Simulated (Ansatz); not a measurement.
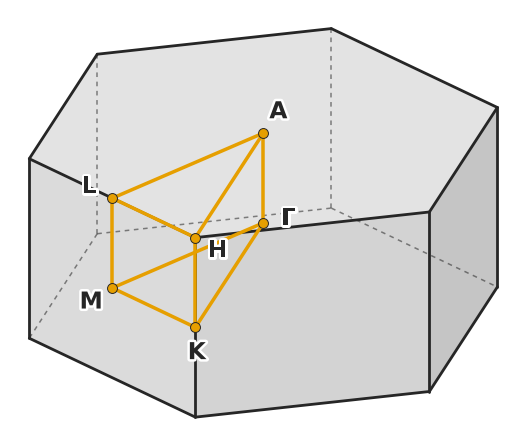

The figure shows the first Brillouin zone with its special points and a band path. Crystal: Cr, the input geometry of an electronic-structure calculation (not necessarily at equilibrium); the starting structure was generated, so it need not be a known form of this composition. Symmetry computed with spglib at a tolerance of 0.002 Å; standard conventional cell.

Labels and path follow the convention of Hinuma et al. (2017), as computed by seekpath.

### Name the Bravais lattice of the crystal.

A primitive hexagonal lattice (hP; extended symbol hP2). The zone is a hexagonal prism in its combinatorial type: 8 faces (6 with 4 edges, 2 with 6 edges), 18 edges, 12 vertices.

### Write the standard path through the labelled points.

Γ–M–K–Γ–A–L–H–A | L–M | H–K
